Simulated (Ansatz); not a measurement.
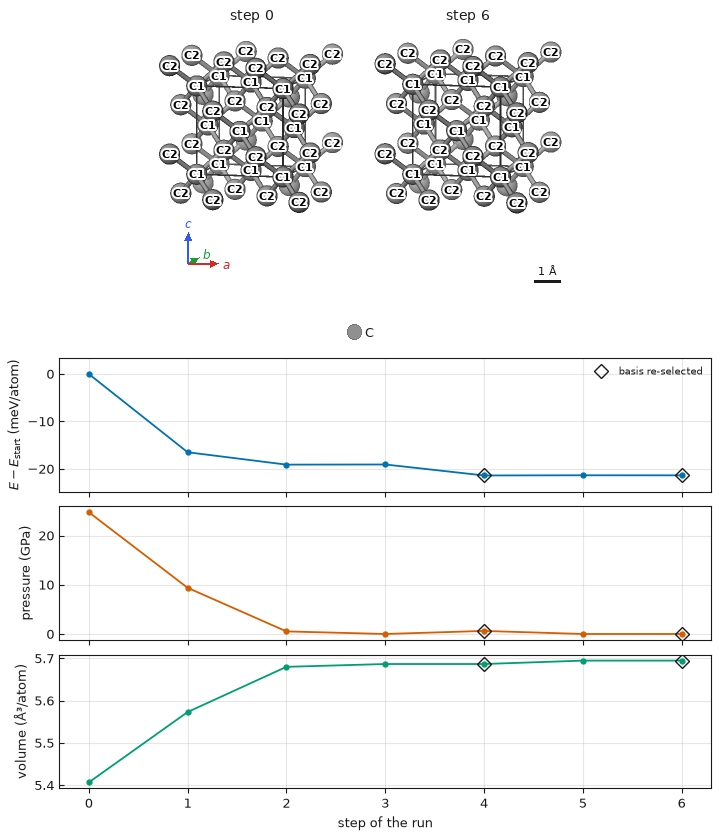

First and last geometry of a relaxation of solid C (built on the diamond type), with the history of the run. The picture is a ball-and-stick view of the conventional cell (4 times the calculation's cell), seen slightly off an axis. Lengths and directions refer to the drawn axes.

These are results of DFT, PBE, plane waves, PAW (Ansatz), not measurements. (plane-wave cutoff 420 eV; k-point mesh 12 × 12 × 12; occupations fermi dirac; smearing width 0.02 eV; no spin polarisation; cell and atoms relaxed; force threshold 0.005 eV/Å)

What do the curves and the structures tell?

Answer. It converged. Over 4 accepted moves (6 points after the start) the energy falls by 21.4 meV per atom. All forces vanish by symmetry, so only the cell relaxes. Pressure: 24.74 GPa at the start and 0.02 GPa at the end. At 2 points the geometry stayed and the basis and grid were re-selected for the new cell (energy shift of 2.3 meV per atom at most each time). No atom moves by more than 0.005 Å relative to the cell. The volume changes by +5.3 %, with a = b = c 3.510 → 3.572 Å (+1.7 %). Among the contacts that change: C1–C2 1.520 → 1.547 Å. The space group stays Fd-3m (No. 227).
